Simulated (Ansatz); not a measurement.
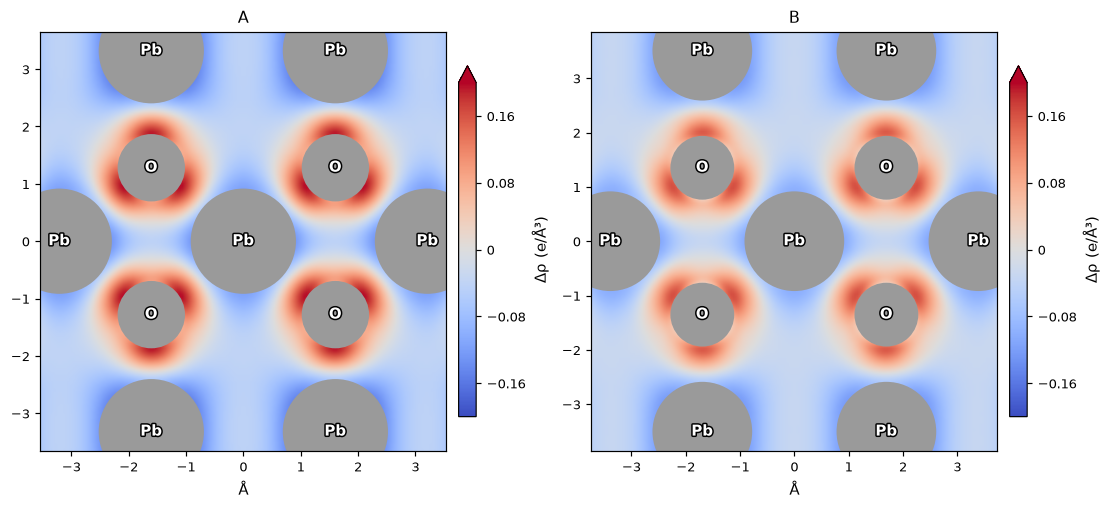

PbO2: deformation density on the (110) plane of the conventional cell at two volumes, with the same fractional coordinates and one colour scale. Grey discs cover the cores.

Space group P4_2/mnm.

All numbers below come from DFT PBE, scalar-relativistic, plane waves, PAW in Ansatz 0.2.0.

> Which panel is the larger cell, by how much, and what changes?

B is the larger cell: A has 85 % of the volume of B.
The pressure is 9 GPa in B and 49 GPa in A.
Bader charges in B: Pb +2.10 and O −1.05 e; in A: Pb +2.25 and O −1.12 e.
The rearranged charge is 0.32 e an atom in B and 0.34 e in A.
The scaled cell isn't relaxed: forces reach 0.6 eV/Å.

Run times: 33 s (base cell) and 34 s (scaled cell), on 2 threads of Intel(R) Xeon(R) Platinum 8259CL CPU @ 2.50GHz (Skylake/Cascade Lake), on a shared host.
